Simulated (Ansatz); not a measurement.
Geometry relaxation, with input and output: Tl

System: Tl (2 atoms in the cell).
Method: DFT, PBE, PAW with Ansatz's default frozen-core files, scalar-relativistic, no spin polarisation (Ansatz 0.2.0).

Its volume is 0.50 times that of the source entry. It belongs to a series of runs on one base structure; here: shape and atoms relaxed at 0.5 of the volume.

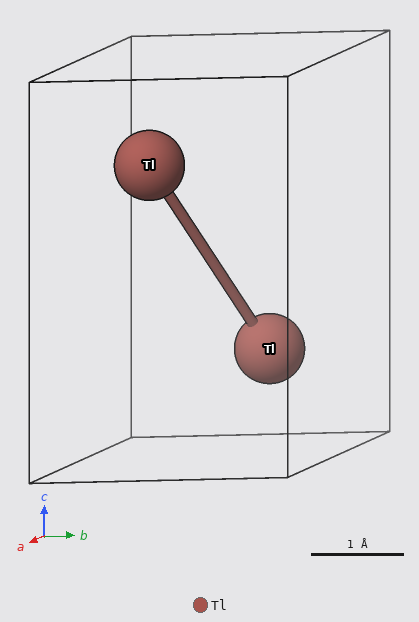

*The input geometry (ball-and-stick view of the cell of the calculation, seen slightly off an axis). An atom can appear more than once, as a periodic image.*

## Key numbers

```tsv
quantity	value
outcome	converged
space group (tolerance 0.01 Å)	P6₃/mmc (194)
electrons treated	26
free energy	−22882.6058 eV
Fermi energy	22.922 eV
pressure	121.21 GPa
final volume	31.48 Å³
largest force (length of the vector) at the end	under 0.001 eV/Å
final cell	a = 2.808 Å, b = 2.808 Å, c = 4.609 Å, α = 90.00°, β = 90.00°, γ = 120.00°
hardware	1 thread of Intel Xeon (Sapphire Rapids), 64 GiB of memory available, shared host
wall time	6.9 s
peak memory	0.41 GiB
```

## Remarks

Spin–orbit coupling is left out, which matters for Tl. The cell is under a pressure of 121 GPa at this level, so it is not at its equilibrium volume.

## The input
```yaml
crystal:
  lattice:
    - [2.8492837211, 0.0, 0.0]
    - [-1.4246418606, 2.4675520851, 0.0]
    - [0.0, 0.0, 4.4774778346]
  atoms:
    - { symbol: Tl, position: [0.3333333333, 0.6666666667, 0.25] }
    - { symbol: Tl, position: [0.6666666667, 0.3333333333, 0.75] }
kpoints:
  mp_grid: { grid: [14, 14, 8] }
scf:
  occupations: { method: fermi_dirac, width: 0.1 }
hamiltonian:
  xc: pbe
  pseudopotentials: { kind: paw }
output:
  forces: true
  stress: true
relax:
  f_tol: 0.005
  max_steps: 30
  cell: { stress_tol: 0.53, fix: [volume] }
```

Launch command:
```bash
ansatz run input.yaml --threads 1 --pin off --max-ram 2048MiB --backend cpu --events-out ev --progress --plain --runs-dir out
```

## The program's output
```
Engine: ansatz 0.2.0, x86_64-unknown-linux-gnu
Pseudopotentials: kind: paw
Pseudopotential: Tl, paw, valence charge 13, recommended cutoff 420 eV (normal), Tl.paw.azcp
Functional definition: PBE
  parameter kappa = 0.804
  parameter beta = 0.06672455060314922
  exchange = pbe_x(kappa = kappa, mu = beta*pi^2/3)
  correlation = pbe_c(beta = beta)
Crystal: 2 atoms, lattice volume = 31.480 Å³
Basis set: ecut = 420 eV, 615 PW (Γ), exchange–correlation on 40×40×60 points (8 copies of the dense FFT grid, shifted against one another)
Bands: 17, of which v1, the nominal top of the filled ones, is band 13 counted from 1 (12 counted from 0)
Symmetry: 24 space group operations
Space group: P63/mmc (ITA 194), of the structure as read, at distance tolerance 3.2e-5 Å
k-points: 120 of 1568
Non-local potential: Tl, projectors of the file, l = 0: 2, l = 1: 2, l = 2: 2, l = 3: 1
PAW form: soft (Blöchl's): semilocal exchange-correlation on the pseudo side does not see the compensation charge
PAW one-centre angular grid: Tl, 590 points (default); XC on 64 Gauss nodes
Initial density: superposition of atomic densities (neutral atoms: chi_scale 0, normalization atom), corrected by the library's trained network
Initial wavefunctions: pseudopotential atomic-orbital guess
Functional: x = pbe(κ = 0.804, μ = 0.2195149727645171), c = pbe(β = 0.06672455060314922)
SCF iter   1: F=—  HF=-22882.579897 eV  |F-HF|=—  |Δ(HF+E_count)|=         —  Δρ=4.35e-3  dr2=5.74e-3  ethr=1.77e-3  ⟨swp⟩=5.6  Hψ=10831  notcnv=0
preconditioner: auto → none  [metal: Δε(μ)=0.014 eV  Ē_g=17.566 eV  σ=0.100 eV  W_gap=0.04  n_scr=8 (ndim 8)  ℏωp=33.7 eV  f_vac=0.000  D(μ)=0.54/eV (n_scr^D=2)  sad-step TF]
SCF iter   2: F=—  HF=-22882.578746 eV  |F-HF|=—  |Δ(HF+E_count)|=   1.15e-3  Δρ=2.42e-3  dr2=1.57e-3  ethr=2.21e-5  ⟨swp⟩=2.6  Hψ=4404  notcnv=0
SCF iter   3: F=—  HF=-22882.578698 eV  |F-HF|=—  |Δ(HF+E_count)|=   4.77e-5  Δρ=4.48e-4  dr2=4.65e-5  ethr=6.05e-6  ⟨swp⟩=2.8  Hψ=3660  notcnv=0
SCF iter   4: F=—  HF=-22882.578697 eV  |F-HF|=—  |Δ(HF+E_count)|=   1.37e-6  Δρ=2.69e-5  dr2=1.21e-7  ethr=1.79e-7  ⟨swp⟩=2.7  Hψ=3690  notcnv=0
iter 5 did not close the SCF: its close was put off for the readings that it lacked (scf_convergence_deferred on its scf_iter line)
SCF iter   5: F=-22882.578697 eV  HF=-22882.578697 eV  |F-HF|=2.10e-9  |Δ(HF+E_count)|=   9.79e-9  Δρ=4.31e-6  dr2=2.51e-9  ethr=4.67e-10  ⟨swp⟩=2.0  Hψ=3603  notcnv=0
SCF iter   6: F=-22882.578697 eV  HF=-22882.578697 eV  |F-HF|=1.46e-11  |Δ(HF+E_count)|=   2.66e-9  Δρ=2.56e-7  dr2=2.14e-11  ethr=9.66e-12  ⟨swp⟩=1.0  Hψ=6126  notcnv=0
SCF 1 converged in 6 iterations: F = -22882.578697 eV  dr2 = 2.14e-11
  greatest PAW one-centre occupation: 0.961 electrons in one spin orbital (limit 2), on the Tl atom at site 1 (counted from 0), in its partial waves of l = 2
relax step   1: F+E_penalty+E_count = -22882.57869673 eV  Δ(F+E_penalty+E_count) = +0.000e0 eV  max|allowed force component| = 5.551e-17 eV/Å  Δτ_max = 0.0000 Å  P = +121.431 GPa  Ω = 31.480 Å³  fix = [volume]  reactions: volume +121.431 GPa  (6 SCF iters, dr2 threshold 1.00e-7 eV, accepted)
Basis set: ecut = 420 eV, 627 PW (Γ), exchange–correlation on 40×40×60 points (8 copies of the dense FFT grid, shifted against one another)
Initial density: handed on by an earlier stage of this run
Initial wavefunctions: those handed on with the density
iter 1 solved again at ethr=3.28e-6 eV; its pass at ethr=3.10e-3 eV (dr2=8.53e-4 eV) is discarded
SCF iter   1: F=—  HF=-22882.602763 eV  |F-HF|=—  |Δ(HF+E_count)|=         —  Δρ=2.37e-3  dr2=8.76e-4  ethr=3.28e-6  ⟨swp⟩=2.0  Hψ=14978  notcnv=0
preconditioner: auto → none  [metal: Δε(μ)=0.095 eV  Ē_g=17.546 eV  σ=0.100 eV  W_gap=0.23  n_scr=8 (ndim 8)  ℏωp=33.7 eV  f_vac=0.000  D(μ)=0.59/eV (n_scr^D=2)]
SCF iter   2: F=—  HF=-22882.602896 eV  |F-HF|=—  |Δ(HF+E_count)|=   1.32e-4  Δρ=1.20e-3  dr2=2.04e-4  ethr=3.28e-6  ⟨swp⟩=1.0  Hψ=2040  notcnv=0
SCF iter   3: F=—  HF=-22882.602960 eV  |F-HF|=—  |Δ(HF+E_count)|=   6.44e-5  Δρ=7.22e-5  dr2=8.20e-7  ethr=7.83e-7  ⟨swp⟩=1.2  Hψ=2365  notcnv=0
SCF iter   4: F=—  HF=-22882.602960 eV  |F-HF|=—  |Δ(HF+E_count)|=   7.33e-8  Δρ=1.91e-5  dr2=7.07e-8  ethr=7.69e-10  ⟨swp⟩=4.8  Hψ=7652  notcnv=0
SCF iter   5: F=-22882.602960 eV  HF=-22882.602960 eV  |F-HF|=3.71e-10  |Δ(HF+E_count)|=   1.66e-8  Δρ=3.64e-6  dr2=1.70e-9  ethr=2.72e-10  ⟨swp⟩=2.5  Hψ=6906  notcnv=0
SCF 2 converged in 5 iterations: F = -22882.602960 eV  dr2 = 1.70e-9
relax step   2: F+E_penalty+E_count = -22882.60296000 eV  Δ(F+E_penalty+E_count) = -2.426e-2 eV  max|allowed force component| = 4.626e-17 eV/Å  Δτ_max = 0.0000 Å  P = +121.298 GPa  Ω = 31.480 Å³  energy of the carried Pulay correction = -5.320e-5 eV  fix = [volume]  reactions: volume +121.298 GPa  (5 SCF iters, dr2 threshold 2.00e-7 eV, accepted)
iter 1 solved again at ethr=2.91e-7 eV; its pass at ethr=3.10e-3 eV (dr2=7.58e-5 eV) is discarded
SCF iter   1: F=—  HF=-22882.605658 eV  |F-HF|=—  |Δ(HF+E_count)|=         —  Δρ=6.14e-4  dr2=5.90e-5  ethr=2.91e-7  ⟨swp⟩=2.8  Hψ=14154  notcnv=0
preconditioner: auto → none  [metal: Δε(μ)=0.034 eV  Ē_g=17.542 eV  σ=0.100 eV  W_gap=0.08  n_scr=8 (ndim 8)  ℏωp=33.7 eV  f_vac=0.000  D(μ)=0.66/eV (n_scr^D=2)]
SCF iter   2: F=—  HF=-22882.605662 eV  |F-HF|=—  |Δ(HF+E_count)|=   4.73e-6  Δρ=3.11e-4  dr2=1.37e-5  ethr=2.27e-7  ⟨swp⟩=1.0  Hψ=2040  notcnv=0
SCF iter   3: F=-22882.605667 eV  HF=-22882.605667 eV  |F-HF|=1.22e-8  |Δ(HF+E_count)|=   4.58e-6  Δρ=1.73e-5  dr2=2.85e-8  ethr=7.69e-10  ⟨swp⟩=3.1  Hψ=8972  notcnv=0
SCF 3 converged in 3 iterations: F = -22882.605667 eV  dr2 = 2.85e-8
relax step   3: F+E_penalty+E_count = -22882.60566684 eV  Δ(F+E_penalty+E_count) = -2.707e-3 eV  max|allowed force component| = 1.203e-16 eV/Å  Δτ_max = 0.0000 Å  P = +121.217 GPa  Ω = 31.480 Å³  energy of the carried Pulay correction = -3.875e-5 eV  fix = [volume]  reactions: volume +121.217 GPa  (3 SCF iters, dr2 threshold 2.00e-7 eV, accepted)
Basis set: ecut = 420 eV, 615 PW (Γ), exchange–correlation on 40×40×64 points (8 copies of the dense FFT grid, shifted against one another)
Initial wavefunctions: pseudopotential atomic-orbital guess (no wavefunctions were taken with the density)
iter 1 solved again at ethr=7.21e-9 eV; its pass at ethr=3.10e-3 eV (dr2=1.88e-6 eV) is discarded
SCF iter   1: F=—  HF=-22882.605752 eV  |F-HF|=—  |Δ(HF+E_count)|=         —  Δρ=7.68e-5  dr2=2.43e-7  ethr=7.21e-9  ⟨swp⟩=4.3  Hψ=17616  notcnv=0
preconditioner: auto → none  [metal: Δε(μ)=0.033 eV  Ē_g=17.542 eV  σ=0.100 eV  W_gap=0.08  n_scr=8 (ndim 8)  ℏωp=33.7 eV  f_vac=0.000  D(μ)=0.66/eV (n_scr^D=2)]
SCF iter   2: F=—  HF=-22882.605754 eV  |F-HF|=—  |Δ(HF+E_count)|=   1.82e-6  Δρ=3.88e-5  dr2=5.80e-8  ethr=9.36e-10  ⟨swp⟩=2.5  Hψ=3568  notcnv=0
SCF iter   3: F=-22882.605754 eV  HF=-22882.605754 eV  |F-HF|=8.00e-11  |Δ(HF+E_count)|=   3.12e-7  Δρ=3.45e-6  dr2=1.81e-9  ethr=8.64e-12  ⟨swp⟩=3.0  Hψ=9141  notcnv=0
SCF 4 converged in 3 iterations: F = -22882.605754 eV  dr2 = 1.81e-9
relax step   4: F+E_penalty+E_count = -22882.60575429 eV  Δ(F+E_penalty+E_count) = -8.746e-5 eV  max|allowed force component| = 1.203e-16 eV/Å  Δτ_max = 0.0000 Å  P = +121.208 GPa  Ω = 31.480 Å³  fix = [volume]  reactions: volume +121.208 GPa  stress off target by 3.39e-1 GPa on what of the cell is left free  SCF on the basis re-selected at this cell (its energy is not comparable with the rows above)  (3 SCF iters)
```

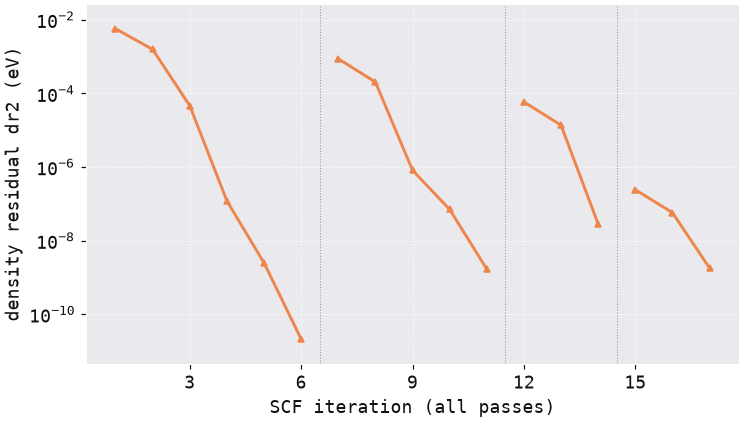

*Convergence of the self-consistent field: density residual dr2 against the SCF iteration. The dotted lines part the SCF passes of the relaxation: geometry steps, rejected trials and re-solves on a re-selected basis.*

The passes take 6, 5, 3 and 3 iterations.

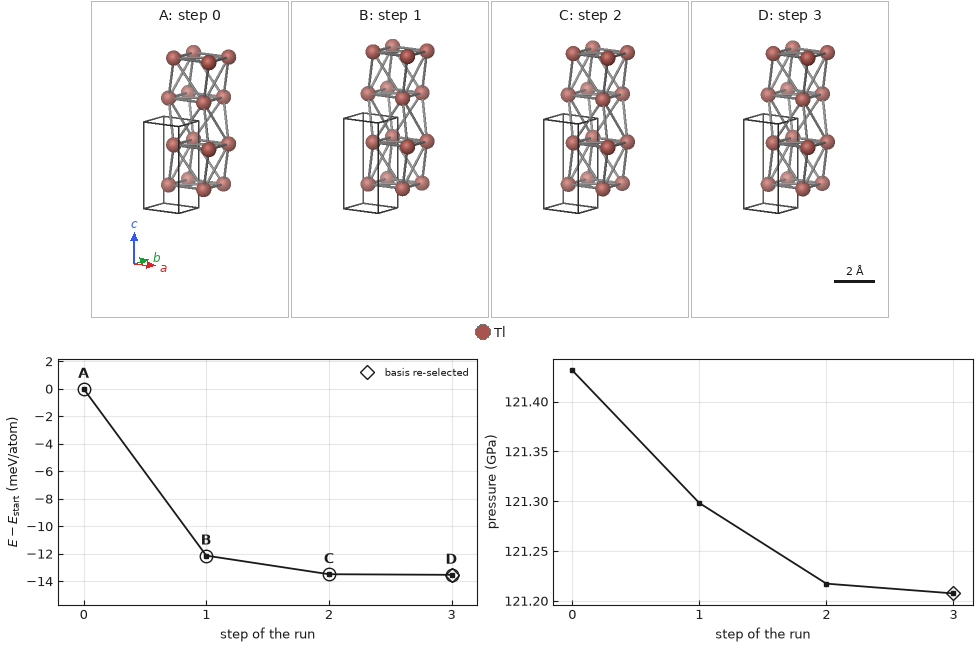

*Frames of the relaxation (ball-and-stick view of the cell of the calculation, repeated 2 × 2 × 2, seen slightly off an axis) above the curves, on which the letters mark them (the first geometry is step 0 here and step 1 in the log).*

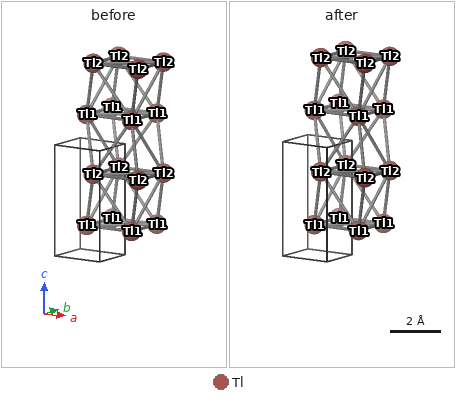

*Before (left) and after (right) the relaxation, at one scale (ball-and-stick view of the cell of the calculation, repeated 2 × 2 × 2, seen slightly off an axis).*

Over 2 geometry steps the energy falls by 13.5 meV per atom. All forces vanish by symmetry, so only the cell relaxes. The pressure goes from 121.43 to 121.21 GPa. The atoms keep their places relative to the cell (all moves are under 0.005 Å). The drawn cell changes at constant volume: a = b 2.849 → 2.808 Å (−1.4 %), c 4.477 → 4.609 Å (+2.9 %). Distances before and after: Tl1–Tl1 2.849 → 2.808 Å, Tl1–Tl2 2.778 → 2.818 Å. The space group stays P6_3/mmc (No. 194). A last SCF at the same geometry on a re-selected plane-wave basis shifts the energy by next to nothing (0.0 meV per atom). (Atoms are counted from 1 in the order of the input.)

```
basis re-selected at this cell: Δ(F+E_penalty+E_count) = -8.746e-5 eV, ΔP = -0.010 GPa vs the last step (what re-selecting the basis moved, of the pressure what is left beyond the Pulay correction that the steps carried, after the strain that the cell walked since its last selection, with what the two solves' SCF thresholds leave and, on support functions, any second-order correction that the steps lacked; it is no measure of the basis error at this ecutwfc). The dense FFT grid was sized anew with the basis: this SCF ran on 20×20×32 points, the steps before it on 20×20×30, so part of this shift can come from that change (see relax.cell in the input reference). This SCF's stress stands 3.39e-1 GPa from its target on what of the cell is left free (relax.cell.stress_tol is 5.30e-1 GPa) and its largest allowed force component is 1.20e-16 eV/Å (relax.f_tol is 5.00e-3 eV/Å): within both
SCF converged after 3 iterations
Free energy (F): -22882.605754 eV
Harris-Foulkes:  -22882.605754 eV  (|F-HF|=8.00e-11)
Internal energy: -22882.584560 eV  (E = F + TS)
E sigma→0 (E₀):  -22882.595157 eV
Entropy (-TS):   -0.021195 eV (-10.597 meV/atom)
Fermi energy:    22.922493 eV
--- Per-component energies (eV) ---
  E_band       = 286.130145
  E_kinetic    = 694.394664
  E_local      = -1015.422020  (includes V_loc(G=0)·N_el)
  E_nonlocal   = 637.622532
  E_hartree    = 408.691000
  E_xc         = -473.253694
  E_vxc        = -300.298278  (∫ρ·V_xc dr)
  E_paw        = -20330.096829  (= ΣΔE_a)
  E_vpaw       = -547.550422  (= ΣTr[D̂ρ^β])
  E_aug_tail   = 0.000070  (compensation charges beyond the density's cutoff)
  E_ewald      = -2804.520282
  E_smearing   = -0.021195  (= −TS)
  E_closure    = 0.000000  (closes the sum)
  Σ components = -22882.605754   (vs F -22882.605754, Δ=0.00e0)
--- Forces (eV/Å), atoms counted from 1 ---
  atom   1  Tl    -0.00000000    -0.00000000     0.00000000
  atom   2  Tl     0.00000000     0.00000000     0.00000000
  max |Σ_I F_I| component: 1.85e-17 eV/Å
--- Stress (GPa, compression-positive) ---
      121.038288       0.000000       0.000000
        0.000000     121.038288       0.000000
        0.000000       0.000000     121.546065
  P = ⅓ Tr σ = 121.2075 GPa (1212.075 kbar)
--- Relaxed structure (3 steps of the walk, 3 accepted, 1 SCFs on fresh bases) ---
  F+E_penalty+E_count = -22882.60575429 eV   max|allowed force component| = 1.203e-16 eV/Å   (the final SCF, on the basis selected at the relaxed cell)
  cell:  # Å, volume = 31.4801 Å³
    - [2.8084401653753783, 2.845363627616379e-11, 0.0]
    - [-1.404220082712331, 2.4321805282094204, 0.0]
    - [0.0, 0.0, 4.608658064002176]
  atoms:
    - { symbol: Tl, position: [0.3333333333333333, 0.6666666666666666, 0.24999999999999997] }
    - { symbol: Tl, position: [0.6666666666666666, 0.33333333333333326, 0.75] }
```

## Trajectory as extended XYZ (Å, eV, eV/Å), 4 frames, from step=1 to step=4
```
2
Lattice="2.8493 0.0000 0.0000 -1.4246 2.4676 0.0000 0.0000 0.0000 4.4775" Properties=species:S:1:pos:R:3:forces:R:3 step=1 energy=-22882.57870 pressure_GPa=121.43
Tl    0.0000    1.6450    1.1194    0.0000   0.0000   0.0000
Tl    1.4246    0.8225    3.3581    0.0000   0.0000   0.0000
2
Lattice="2.7937 0.0000 0.0000 -1.3968 2.4194 0.0000 0.0000 0.0000 4.6575" Properties=species:S:1:pos:R:3:forces:R:3 step=2 energy=-22882.60296 pressure_GPa=121.30
Tl    0.0000    1.6129    1.1644    0.0000   0.0000   0.0000
Tl    1.3968    0.8065    3.4932    0.0000   0.0000   0.0000
2
Lattice="2.8084 0.0000 0.0000 -1.4042 2.4322 0.0000 0.0000 0.0000 4.6087" Properties=species:S:1:pos:R:3:forces:R:3 step=3 energy=-22882.60567 pressure_GPa=121.22
Tl    0.0000    1.6215    1.1522    0.0000   0.0000   0.0000
Tl    1.4042    0.8107    3.4565    0.0000   0.0000   0.0000
2
Lattice="2.8084 0.0000 0.0000 -1.4042 2.4322 0.0000 0.0000 0.0000 4.6087" Properties=species:S:1:pos:R:3:forces:R:3 step=4 energy=-22882.60575 pressure_GPa=121.21
Tl    0.0000    1.6215    1.1522    0.0000   0.0000   0.0000
Tl    1.4042    0.8107    3.4565    0.0000   0.0000   0.0000
```
